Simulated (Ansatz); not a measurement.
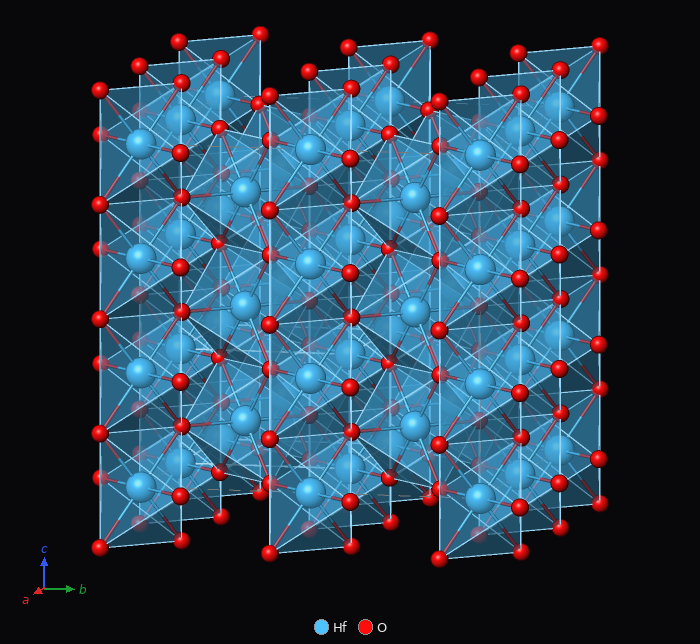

Polyhedra are drawn about Hf (bonds: Hf–O below 2.4 Å); other atoms are plain spheres.

HfO₂ (space group P4_2/mnm, No. 136): the geometry relaxed with DFT, PBE, plane waves, PAW in Ansatz 0.2.0; the starting structure was generated, so it need not be a known form of this composition.

Question: What figure surrounds each Hf atom, and what does it share with the other drawn polyhedra?

Answer: Hf: HfO6 octahedron, sharing corners with eight neighbours and edges with two neighbours.

Question: What is the connectivity of the polyhedra: isolated, groups, chains, layers or framework?

Answer: They form a three-dimensional framework of corner- and edge-sharing octahedra.

Question: How far apart are the centres of linked polyhedra?

Answer: Centre to centre across a shared corner: 3.81 Å; across a shared edge: 3.24 Å.
